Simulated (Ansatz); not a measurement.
```cif
data_structure
_symmetry_space_group_name_H-M 'P 1'
_symmetry_Int_Tables_number 1
_cell_length_a 5.1167
_cell_length_b 5.1167
_cell_length_c 5.1167
_cell_angle_alpha 90.000
_cell_angle_beta 90.000
_cell_angle_gamma 90.000
_cell_volume 133.96
loop_
_atom_site_label
_atom_site_type_symbol
_atom_site_fract_x
_atom_site_fract_y
_atom_site_fract_z
_atom_site_occupancy
W1 W 0.00000 0.00000 0.00000 1
W2 W 0.50000 0.50000 0.50000 1
W3 W 0.00000 0.50000 0.25000 1
W4 W 0.00000 0.50000 0.75000 1
W5 W 0.25000 0.00000 0.50000 1
W6 W 0.75000 0.00000 0.50000 1
W7 W 0.50000 0.75000 0.00000 1
W8 W 0.50000 0.25000 0.00000 1
```

Space group Pm-3n; computed pressure about −6 GPa in this cell.

Level of theory: Ansatz, DFT, PBE, plane-wave PAW, default files, scalar-relativistic.

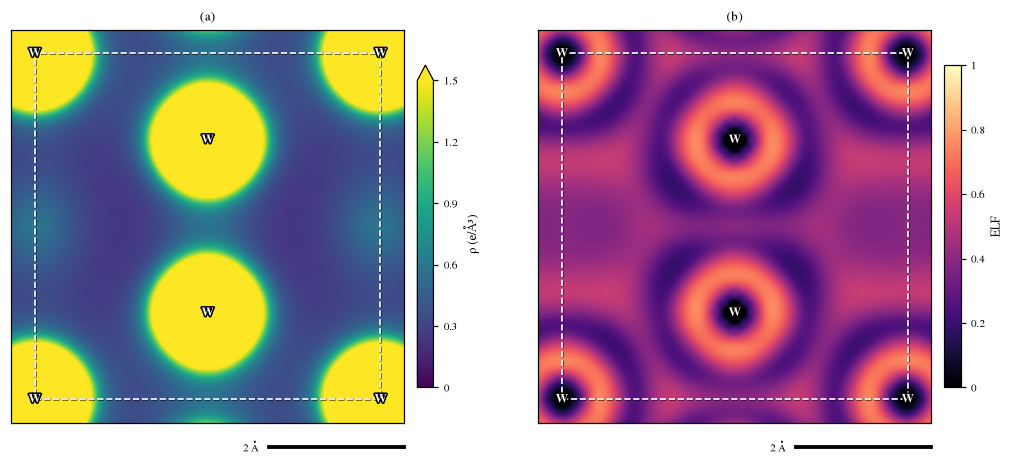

W. (a) valence electron density; (b) electron localisation function on the (001) plane of the conventional cell.

In a PAW calculation such maps are meaningful between the atoms, not at the nuclei.

Describe what can be read from this map.

The section cuts through W sites.
W–W (2.56 Å): the density is about 0.57 e/Å³ at the midpoint; the ELF is about 0.40 at the midpoint.
W–W (2.86 Å): the density is about 0.35 e/Å³ at the midpoint; the ELF is about 0.40 at the midpoint.
Between the atoms the lowest density in this plane is 0.24 e/Å³.
The features right at W lie inside the PAW spheres, where the map follows smoothed inner orbitals and isn't to be read closely.
